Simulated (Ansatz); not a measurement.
Run report: GaN, geometry relaxation (part 1 of 2)

GaN (P-3m1, 4 atoms in the cell), computed with DFT PBE, scalar-relativistic, plane waves, PAW, no spin polarisation (Ansatz 0.2.0).

The structure was made by a generator, so it may or may not be a known phase. Figures and captions count atoms from 1; the log counts them from 0 in places.

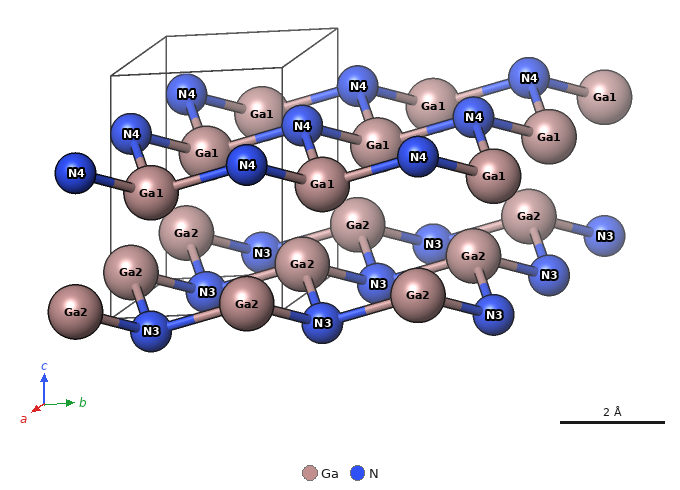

Fig. 1: The starting structure (ball-and-stick view of the cell of the calculation, repeated 3 × 3 × 1, seen slightly off an axis; atoms are numbered from 1 in the order of the input).

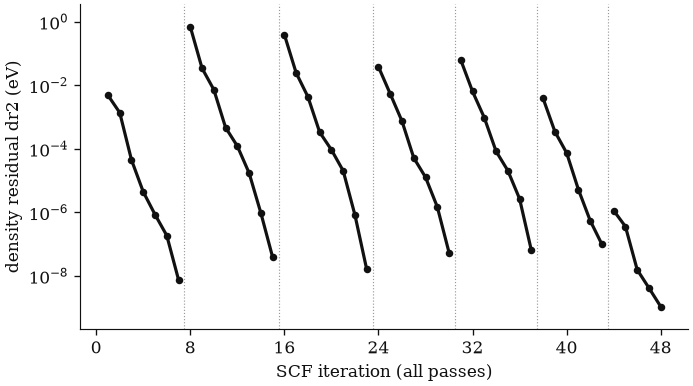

Fig. 2: Convergence of the self-consistent field: density residual dr2 against the SCF iteration. The dotted lines part the SCF passes of the relaxation: geometry steps, rejected trials and re-solves on a re-selected basis. The 7 passes take 5 to 8 iterations each, 48 in all.

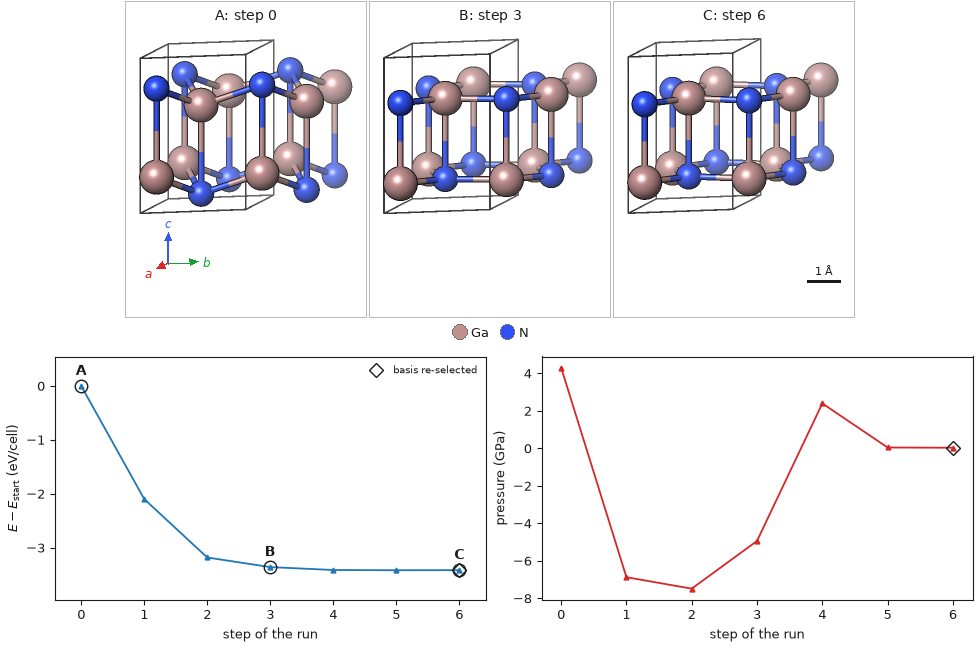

Fig. 3: Frames of the relaxation (ball-and-stick view of the cell of the calculation, repeated 2 × 2 × 1, seen slightly off an axis) above the curves, on which the letters mark them (the first geometry is step 0 here and step 1 in the log).

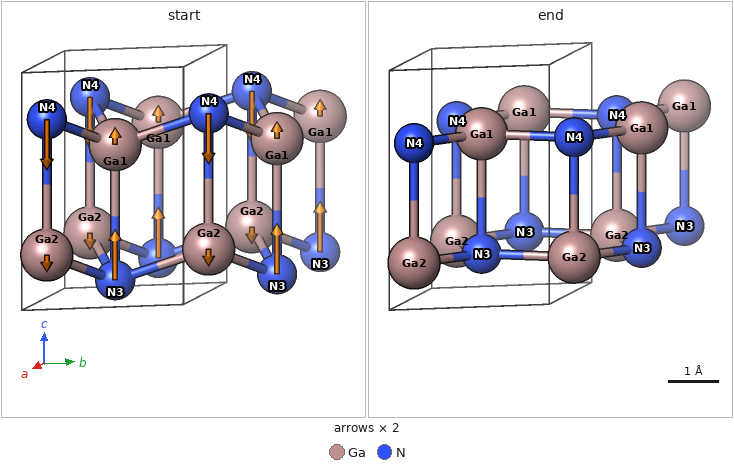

Fig. 4: Before (left) and after (right) the relaxation, at one scale (ball-and-stick view of the cell of the calculation, repeated 2 × 2 × 1, seen slightly off an axis). The orange arrows give the displacements (without the part carried along by the change of the cell), magnified 2 times. The largest moves relative to the cell, 0.53 Å, are those of N3 and N4. Largest moves by element: N 0.53 Å, Ga 0.18 Å. Cell: a = b 3.365 → 3.329 Å (−1.1 %), c 4.815 → 4.856 Å (+0.8 %). Volume −1.4 %. Among the contacts that change: Ga1–N3 2.066 → 2.427 Å, Ga1–N4 2.066 → 1.922 Å. Among the angles that change: N3–Ga1–N4 109.9° → 90.0°, N3–Ga1–N4 70.1° → 90.0°, Ga1–N3–Ga2 109.9° → 90.0°. The space group (tolerance 0.01 Å) goes from P-3m1 (No. 164) to P6_3/mmc (No. 194). After 5 geometry steps the energy has fallen by 3.416 eV per cell of the calculation. Largest force component: 5.9 eV/Å at the start, 0.0014 eV/Å at the end. The pressure goes from 4.32 to 0.04 GPa. A last SCF at the same geometry on a re-selected plane-wave basis shifts the energy by +1.6 meV per cell of the calculation. (Atoms are counted from 1 in the order of the input.)

These pictures come from the run below.

Input
```yaml
crystal:
  lattice:
    - [3.36541216, 0.0, 0.0]
    - [-1.68270608, 2.91453243, 0.0]
    - [0.0, 0.0, 4.81548446]
  atoms:
    - { symbol: Ga, position: [0.33333333, 0.66666667, 0.71253364] }
    - { symbol: Ga, position: [0.66666667, 0.33333333, 0.28746636] }
    - { symbol: "N", position: [0.33333333, 0.66666667, 0.1415886] }
    - { symbol: "N", position: [0.66666667, 0.33333333, 0.8584114] }
basis:
  ecutwfc: 420
kpoints:
  mp_grid: { grid: [6, 6, 4] }
hamiltonian:
  xc: pbe
scf:
  occupations: { method: gaussian, width: 0.1 }
  lower_state_search: "off"
output:
  forces: true
  stress: true
  eigenvalues: true
relax:
  adjacent_minimum: "off"
  f_tol: 0.04
  max_steps: 70
  cell: { stress_tol: 0.4 }
```

Launch command:
```bash
ansatz run input.yaml --threads 1 --pin off --max-ram 2048MiB --backend cpu --events-out ev --progress --plain --runs-dir out
```

Log
```
Engine: ansatz 0.2.0, x86_64-unknown-linux-gnu
Pseudopotentials: kind: paw
Pseudopotential: Ga, paw, valence charge 13, recommended cutoff 420 eV (normal), Ga.paw.azcp
Pseudopotential: N, paw, valence charge 5, recommended cutoff 420 eV (normal), N.paw.azcp
Functional definition: PBE
  parameter kappa = 0.804
  parameter beta = 0.06672455060314922
  exchange = pbe_x(kappa = kappa, mu = beta*pi^2/3)
  correlation = pbe_c(beta = beta)
Crystal: 4 atoms, lattice volume = 47.233 Å³
Basis set: ecut = 420 eV, 917 PW (Γ), exchange–correlation on 48×48×72 points (8 copies of the dense FFT grid, shifted against one another)
Bands: 22, of which v1, the nominal top of the filled ones, is band 18 counted from 1 (17 counted from 0)
Symmetry: 12 space group operations
Space group: P-3m1 (ITA 164), of the structure as read, at distance tolerance 3.6e-5 Å
k-points: 24 of 144
Non-local potential: Ga, projectors of the file, l = 0: 2, l = 1: 2, l = 2: 3, l = 3: 1
Non-local potential: N, projectors of the file, l = 0: 2, l = 1: 2, l = 2: 1
PAW form: soft (Blöchl's): semilocal exchange-correlation on the pseudo side does not see the compensation charge
PAW one-centre angular grid: Ga, 590 points (default); XC on 64 Gauss nodes
PAW one-centre angular grid: N, 110 points (default); XC on 64 Gauss nodes
Initial density: superposition of atomic densities (neutral atoms: chi_scale 0, normalization atom), corrected by the library's trained network
Initial wavefunctions: pseudopotential atomic-orbital guess
Functional: x = pbe(κ = 0.804, μ = 0.2195149727645171), c = pbe(β = 0.06672455060314922)
SCF iter   1: F=—  HF=-8331.476621 eV  |F-HF|=—  |Δ(HF+E_count)|=         —  Δρ=3.55e-3  dr2=4.87e-3  ethr=1.77e-3  ⟨swp⟩=4.5  Hψ=2025  notcnv=0
preconditioner: auto → Resta (q_TF=auto, 2.608 Å⁻¹)  ε∞=5.8  [insulator: Δε(μ)=0.156 eV  Ē_g=14.836 eV  σ=0.100 eV  W_gap=0.68  n_scr=20 (ndim 8)  ℏωp=32.4 eV  f_vac=0.010  D(μ)=0.33/eV (n_scr^D=0)  ε∞_Penn≈5.8]
SCF iter   2: F=—  HF=-8331.476676 eV  |F-HF|=—  |Δ(HF+E_count)|=   5.54e-5  Δρ=1.91e-3  dr2=1.39e-3  ethr=1.35e-5  ⟨swp⟩=2.0  Hψ=839  notcnv=0
SCF iter   3: F=—  HF=-8331.476792 eV  |F-HF|=—  |Δ(HF+E_count)|=   1.16e-4  Δρ=3.40e-4  dr2=4.51e-5  ethr=3.86e-6  ⟨swp⟩=2.0  Hψ=667  notcnv=0
SCF iter   4: F=—  HF=-8331.476803 eV  |F-HF|=—  |Δ(HF+E_count)|=   1.00e-5  Δρ=8.54e-5  dr2=4.46e-6  ethr=1.25e-7  ⟨swp⟩=2.8  Hψ=939  notcnv=0
SCF iter   5: F=—  HF=-8331.476805 eV  |F-HF|=—  |Δ(HF+E_count)|=   2.64e-6  Δρ=5.32e-5  dr2=8.61e-7  ethr=1.24e-8  ⟨swp⟩=2.0  Hψ=961  notcnv=0
SCF iter   6: F=—  HF=-8331.476805 eV  |F-HF|=—  |Δ(HF+E_count)|=   3.42e-7  Δρ=1.93e-5  dr2=1.88e-7  ethr=2.39e-9  ⟨swp⟩=2.0  Hψ=939  notcnv=0
SCF iter   7: F=-8331.476805 eV  HF=-8331.476805 eV  |F-HF|=7.57e-9  |Δ(HF+E_count)|=   1.94e-7  Δρ=4.08e-6  dr2=7.64e-9  ethr=2.78e-10  ⟨swp⟩=5.1  Hψ=2299  notcnv=0
SCF 1 converged in 7 iterations: F = -8331.476805 eV  dr2 = 7.64e-9
  greatest PAW one-centre occupation: 0.995 electrons in one spin orbital (limit 2), on the Ga atom at site 1 (counted from 0), in its partial waves of l = 2
relax step   1: F+E_penalty+E_count = -8331.47680504 eV  Δ(F+E_penalty+E_count) = +0.000e0 eV  max|allowed force component| = 5.922e0 eV/Å  Δτ_max = 0.0000 Å  P = +4.316 GPa  Ω = 47.233 Å³  (7 SCF iters, dr2 threshold 1.00e-7 eV, accepted)
Crystal: 4 atoms, lattice volume = 49.255 Å³
Basis set: ecut = 420 eV, 939 PW (Γ), exchange–correlation on 48×48×72 points (8 copies of the dense FFT grid, shifted against one another)
Initial density: handed on by an earlier stage of this run
Initial wavefunctions: those handed on with the density
iter 1 solved again at ethr=1.96e-3 eV; its pass at ethr=3.10e-3 eV (dr2=7.04e-1 eV) is discarded
SCF iter   1: F=—  HF=-8333.730615 eV  |F-HF|=—  |Δ(HF+E_count)|=         —  Δρ=3.70e-2  dr2=7.02e-1  ethr=1.96e-3  ⟨swp⟩=1.0  Hψ=2976  notcnv=0
preconditioner: auto → Resta (q_TF=auto, 2.589 Å⁻¹)  ε∞=5.3  [insulator: Δε(μ)=0.770 eV  Ē_g=15.288 eV  σ=0.100 eV  W_gap=1.00  n_scr=20 (ndim 8)  ℏωp=31.7 eV  f_vac=0.019  D(μ)=0.00/eV (n_scr^D=0)  ε∞_Penn≈5.3]
SCF iter   2: F=—  HF=-8333.574309 eV  |F-HF|=—  |Δ(HF+E_count)|=   1.56e-1  Δρ=1.25e-2  dr2=3.47e-2  ethr=1.95e-3  ⟨swp⟩=2.1  Hψ=776  notcnv=0
SCF iter   3: F=—  HF=-8333.572499 eV  |F-HF|=—  |Δ(HF+E_count)|=   1.81e-3  Δρ=5.64e-3  dr2=7.35e-3  ethr=9.63e-5  ⟨swp⟩=3.0  Hψ=1140  notcnv=0
SCF iter   4: F=—  HF=-8333.574199 eV  |F-HF|=—  |Δ(HF+E_count)|=   1.70e-3  Δρ=1.11e-3  dr2=4.72e-4  ethr=2.04e-5  ⟨swp⟩=2.0  Hψ=1022  notcnv=0
SCF iter   5: F=—  HF=-8333.574397 eV  |F-HF|=—  |Δ(HF+E_count)|=   1.98e-4  Δρ=5.44e-4  dr2=1.23e-4  ethr=1.31e-6  ⟨swp⟩=2.0  Hψ=923  notcnv=0
SCF iter   6: F=—  HF=-8333.574335 eV  |F-HF|=—  |Δ(HF+E_count)|=   6.23e-5  Δρ=1.44e-4  dr2=1.75e-5  ethr=3.42e-7  ⟨swp⟩=2.0  Hψ=891  notcnv=0
SCF iter   7: F=—  HF=-8333.574348 eV  |F-HF|=—  |Δ(HF+E_count)|=   1.29e-5  Δρ=4.48e-5  dr2=9.66e-7  ethr=4.87e-8  ⟨swp⟩=2.0  Hψ=943  notcnv=0
SCF iter   8: F=-8333.574349 eV  HF=-8333.574349 eV  |F-HF|=5.00e-8  |Δ(HF+E_count)|=   5.49e-7  Δρ=9.10e-6  dr2=3.92e-8  ethr=1.11e-9  ⟨swp⟩=6.2  Hψ=2530  notcnv=0
SCF 2 converged in 8 iterations: F = -8333.574349 eV  dr2 = 3.92e-8
  greatest PAW one-centre occupation: 0.996 electrons in one spin orbital (limit 2), on the Ga atom at site 1 (counted from 0), in its partial waves of l = 2
relax step   2: F+E_penalty+E_count = -8333.57434873 eV  Δ(F+E_penalty+E_count) = -2.098e0 eV  max|allowed force component| = 3.367e0 eV/Å  Δτ_max = 0.1948 Å  P = -6.869 GPa  Ω = 49.255 Å³  energy of the carried Pulay correction = -5.340e-3 eV  (8 SCF iters, dr2 threshold 4.00e-7 eV, accepted)
Crystal: 4 atoms, lattice volume = 48.352 Å³
iter 1 solved again at ethr=1.10e-3 eV; its pass at ethr=3.10e-3 eV (dr2=3.97e-1 eV) is discarded
SCF iter   1: F=—  HF=-8334.765907 eV  |F-HF|=—  |Δ(HF+E_count)|=         —  Δρ=3.45e-2  dr2=3.96e-1  ethr=1.10e-3  ⟨swp⟩=1.0  Hψ=3141  notcnv=0
preconditioner: auto → Resta (q_TF=auto, 2.597 Å⁻¹)  ε∞=5.0  [insulator: Δε(μ)=1.339 eV  Ē_g=15.961 eV  σ=0.100 eV  W_gap=1.00  n_scr=20 (ndim 8)  ℏωp=32.0 eV  f_vac=0.022  D(μ)=0.00/eV (n_scr^D=0)  ε∞_Penn≈5.0]
SCF iter   2: F=—  HF=-8334.657910 eV  |F-HF|=—  |Δ(HF+E_count)|=   1.08e-1  Δρ=1.21e-2  dr2=2.48e-2  ethr=1.10e-3  ⟨swp⟩=2.2  Hψ=807  notcnv=0
SCF iter   3: F=—  HF=-8334.655666 eV  |F-HF|=—  |Δ(HF+E_count)|=   2.24e-3  Δρ=4.76e-3  dr2=4.40e-3  ethr=6.90e-5  ⟨swp⟩=2.2  Hψ=978  notcnv=0
SCF iter   4: F=—  HF=-8334.656764 eV  |F-HF|=—  |Δ(HF+E_count)|=   1.10e-3  Δρ=8.97e-4  dr2=3.37e-4  ethr=1.22e-5  ⟨swp⟩=2.0  Hψ=971  notcnv=0
SCF iter   5: F=—  HF=-8334.656800 eV  |F-HF|=—  |Δ(HF+E_count)|=   3.56e-5  Δρ=4.69e-4  dr2=9.39e-5  ethr=9.37e-7  ⟨swp⟩=2.0  Hψ=950  notcnv=0
SCF iter   6: F=—  HF=-8334.656818 eV  |F-HF|=—  |Δ(HF+E_count)|=   1.82e-5  Δρ=1.80e-4  dr2=2.05e-5  ethr=2.61e-7  ⟨swp⟩=2.1  Hψ=873  notcnv=0
SCF iter   7: F=—  HF=-8334.656833 eV  |F-HF|=—  |Δ(HF+E_count)|=   1.51e-5  Δρ=3.40e-5  dr2=8.32e-7  ethr=5.71e-8  ⟨swp⟩=2.7  Hψ=963  notcnv=0
SCF iter   8: F=-8334.656834 eV  HF=-8334.656834 eV  |F-HF|=2.23e-8  |Δ(HF+E_count)|=   1.06e-6  Δρ=5.39e-6  dr2=1.62e-8  ethr=1.11e-9  ⟨swp⟩=6.6  Hψ=2518  notcnv=0
SCF 3 converged in 8 iterations: F = -8334.656834 eV  dr2 = 1.62e-8
relax step   3: F+E_penalty+E_count = -8334.65683421 eV  Δ(F+E_penalty+E_count) = -1.082e0 eV  max|allowed force component| = 1.020e0 eV/Å  Δτ_max = 0.1971 Å  P = -7.481 GPa  Ω = 48.352 Å³  energy of the carried Pulay correction = -2.984e-3 eV  (8 SCF iters, dr2 threshold 4.00e-7 eV, accepted)
Crystal: 4 atoms, lattice volume = 47.790 Å³
iter 1 solved again at ethr=1.06e-4 eV; its pass at ethr=3.10e-3 eV (dr2=3.82e-2 eV) is discarded
SCF iter   1: F=—  HF=-8334.844666 eV  |F-HF|=—  |Δ(HF+E_count)|=         —  Δρ=8.67e-3  dr2=3.84e-2  ethr=1.06e-4  ⟨swp⟩=1.0  Hψ=2882  notcnv=0
preconditioner: auto → Resta (q_TF=auto, 2.602 Å⁻¹)  ε∞=5.0  [insulator: Δε(μ)=1.068 eV  Ē_g=16.101 eV  σ=0.100 eV  W_gap=1.00  n_scr=22 (ndim 8)  ℏωp=32.2 eV  f_vac=0.022  D(μ)=0.00/eV (n_scr^D=0)  ε∞_Penn≈5.0]
SCF iter   2: F=—  HF=-8334.835839 eV  |F-HF|=—  |Δ(HF+E_count)|=   8.83e-3  Δρ=3.40e-3  dr2=5.42e-3  ethr=1.06e-4  ⟨swp⟩=2.0  Hψ=730  notcnv=0
SCF iter   3: F=—  HF=-8334.835048 eV  |F-HF|=—  |Δ(HF+E_count)|=   7.90e-4  Δρ=1.42e-3  dr2=7.51e-4  ethr=1.51e-5  ⟨swp⟩=2.4  Hψ=759  notcnv=0
SCF iter   4: F=—  HF=-8334.835043 eV  |F-HF|=—  |Δ(HF+E_count)|=   5.51e-6  Δρ=3.80e-4  dr2=5.24e-5  ethr=2.09e-6  ⟨swp⟩=2.0  Hψ=911  notcnv=0
SCF iter   5: F=—  HF=-8334.834998 eV  |F-HF|=—  |Δ(HF+E_count)|=   4.46e-5  Δρ=1.66e-4  dr2=1.29e-5  ethr=1.45e-7  ⟨swp⟩=2.1  Hψ=897  notcnv=0
SCF iter   6: F=—  HF=-8334.835006 eV  |F-HF|=—  |Δ(HF+E_count)|=   7.82e-6  Δρ=4.63e-5  dr2=1.51e-6  ethr=3.58e-8  ⟨swp⟩=2.9  Hψ=1009  notcnv=0
SCF iter   7: F=-8334.835008 eV  HF=-8334.835008 eV  |F-HF|=5.24e-8  |Δ(HF+E_count)|=   1.86e-6  Δρ=8.99e-6  dr2=5.48e-8  ethr=1.11e-9  ⟨swp⟩=5.5  Hψ=2356  notcnv=0
SCF 4 converged in 7 iterations: F = -8334.835008 eV  dr2 = 5.48e-8
```
